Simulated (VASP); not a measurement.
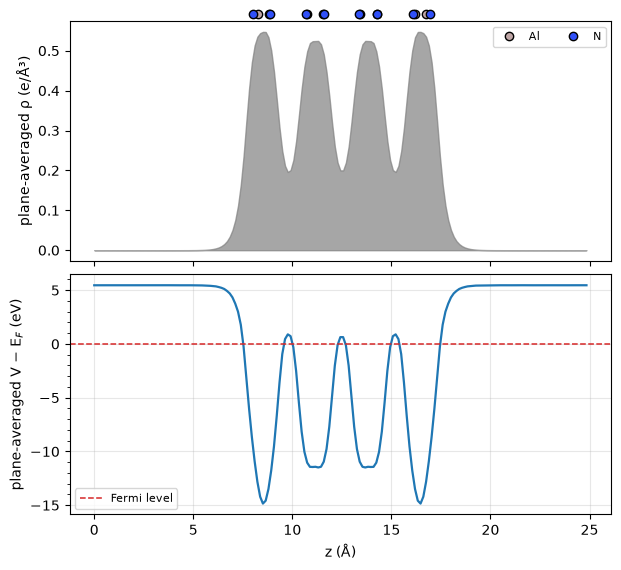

*AlN (slab). Plane average of the electrostatic potential energy of an electron and of the valence pseudo-density across the slab. Circles mark the heights of the atoms.*

These are results of VASP 6.6.1, Kohn-Sham DFT of a periodic cell, PBEsol, VASP PAW PBE potentials, recommended, not measurements.

The density is the valence pseudo-density of a PAW calculation; it isn't the true density close to the nuclei.

**How far above the Fermi level of the calculation is the vacuum level?**

5.5 eV. The slab has a gap, so the Fermi level lies inside it and this isn't a work function in the metallic sense.

**What are the slab's thickness and the vacuum gap?**

The outermost nuclei are 8.9 Å apart, in 8 atomic planes; the vacuum between periodic images is 16.1 Å wide.
